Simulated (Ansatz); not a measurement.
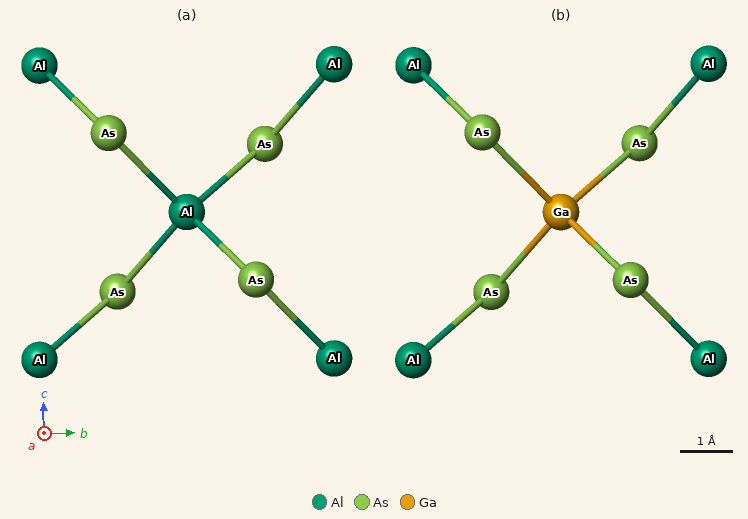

Left: perfect AlAs. Right: the same region with one point defect, after relaxing the atoms in a supercell of 32 sites. Style: ball-and-stick. Shown: the atoms within 4.6 Å of one point, in a slice 5.0 Å thick across the line of sight, from a free direction.

Computed with DFT PBE, scalar-relativistic, plane waves, PAW in Ansatz. (plane-wave cutoff 420 eV; k-point mesh 2 × 2 × 2; occupations gaussian; smearing width 0.01 eV; mesh shifted by (0.5, 0.5, 0.5); collinear spin) The cell is small and the k-mesh coarse, so the numbers are rough. A uniform background neutralises the charged cell. The axes drawn are those of the host's conventional cell.

Which defect is it?

An aluminium atom is replaced by gallium.

The charge state of the cell is +1.

How does the lattice respond?

In the host the Al atom has 4 As at 2.48 Å; the Ga atom ends with 4 As at 2.50 Å. Of the host's atoms, an aluminium atom moves furthest from its site, by 0.02 Å.
